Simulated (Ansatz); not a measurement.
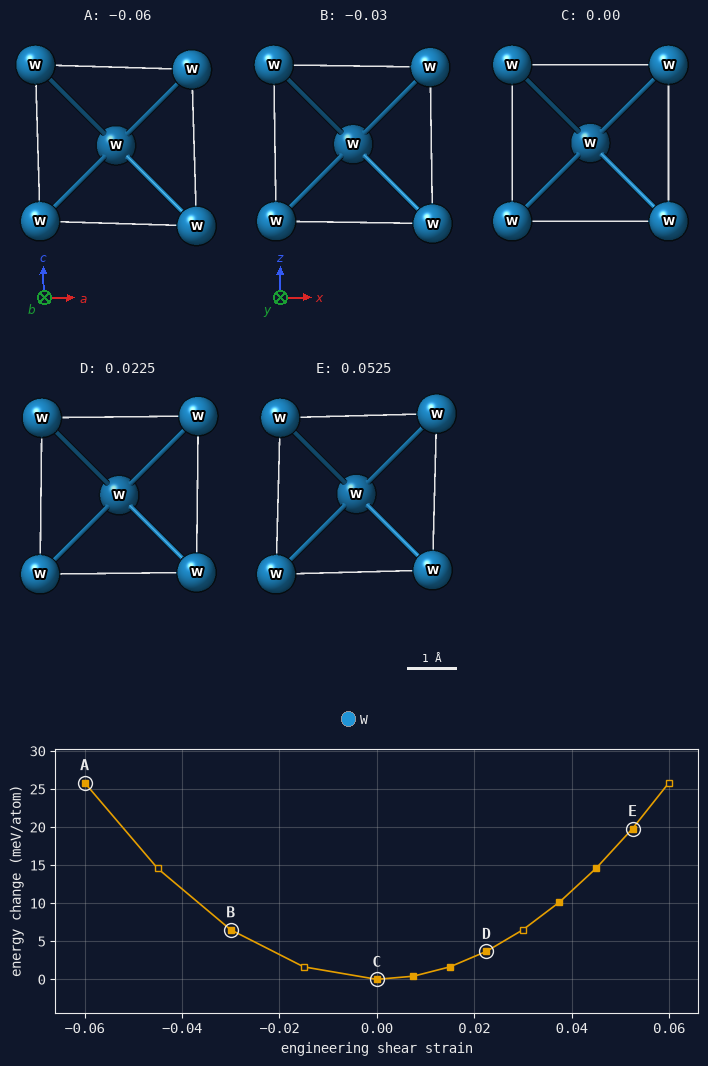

Energy scan for a crystal of W (Im-3m), in which the cell is strained in shear in the xz plane, with the atoms kept at their fractional coordinates. x, y and z are the Cartesian axes of the input. The lettered frames are marked on the plot. Hollow markers are points alike by symmetry, not computed again. Style: ball-and-stick. Shown: the conventional cell (2 times the calculation's cell), along the b axis. Lengths and directions refer to the drawn axes.

Method: DFT PBE, scalar-relativistic, plane waves, PAW in Ansatz. Set-up: plane-wave cutoff 420 eV; k-point mesh 20 × 20 × 20; occupations gaussian; smearing width 0.15 eV; no spin polarisation. Energies (free energies at the smearing named) are counted from the cell as listed in its source, which wasn't relaxed.

> Read off the main features of the energy profile.

The lowest computed point lies at the strain 0.00 (0.0 meV/atom). At the ends of the scan the energy is 25.8 meV/atom (−0.06) and 25.8 meV/atom (0.06). The unrelaxed reference is under a pressure of −3.1 GPa. The distortion takes the space group from Im-3m to Fmmm. At the strain −0.06 the cell of the drawing goes a 3.195 → 3.196 Å, c 3.195 → 3.196 Å, β 90.0° → 93.4°.

The computed points:

```tsv
engineering shear strain	energy change (meV/atom)
−0.0600	25.8
−0.0450	14.6
−0.0300	6.5
−0.0150	1.6
0.0000	0.0
0.0075	0.4
0.0150	1.6
0.0225	3.7
0.0300	6.5
0.0375	10.1
0.0450	14.6
0.0525	19.8
0.0600	25.8
```

Points that are alike by symmetry were computed once.
